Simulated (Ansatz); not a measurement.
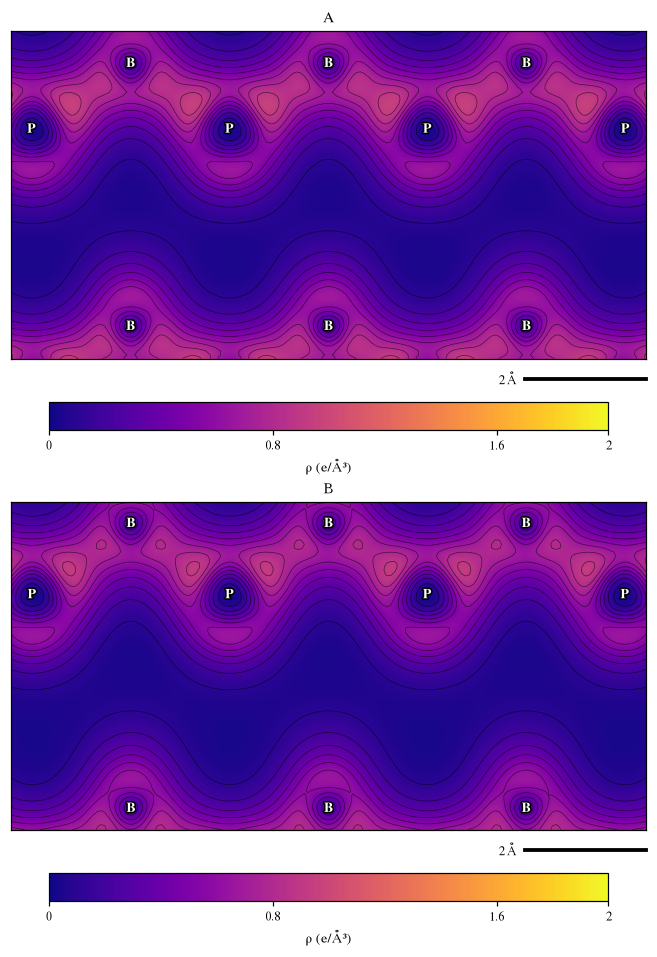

BP. The valence charge density (pseudo) of two cells that differ in size and shape, on the (101̄) plane of each (indices in the axes of the calculation cell), at one length scale and on one colour scale; one has 11.6 and the other 12.6 Å³ an atom.

Computed with DFT PBE, scalar-relativistic, plane waves, PAW in Ansatz.

The density is the valence pseudo-density of a PAW calculation; it isn't the true density close to the nuclei.

The larger cell:

```yaml
crystal:
  lattice:
    - [0.00000, 2.35976, 2.26900]
    - [2.35976, 0.00000, 2.26900]
    - [2.35976, 2.35976, 0.00000]
  atoms:
    - { symbol: B, position: [0.00000, 0.00000, 0.00000] }
    - { symbol: P, position: [0.75000, 0.75000, 0.75000] }
```

The smaller cell: a = 3.279 Å, b = 3.279 Å, c = 3.080 Å, α = 61.98°, β = 61.98°, γ = 56.04°.

Which is the denser cell? Describe the effect of the change.

Answer. Panel A is the smaller cell, by 8 % in volume. From the larger cell to the smaller, B–P goes from 2.02 to 1.97 Å, and the density at its midpoint from 0.83 to 0.89 e/Å³; the pressure goes from −10 to 1.8 GPa; the Kohn–Sham gap goes from 0.79 eV to 0.34 eV.
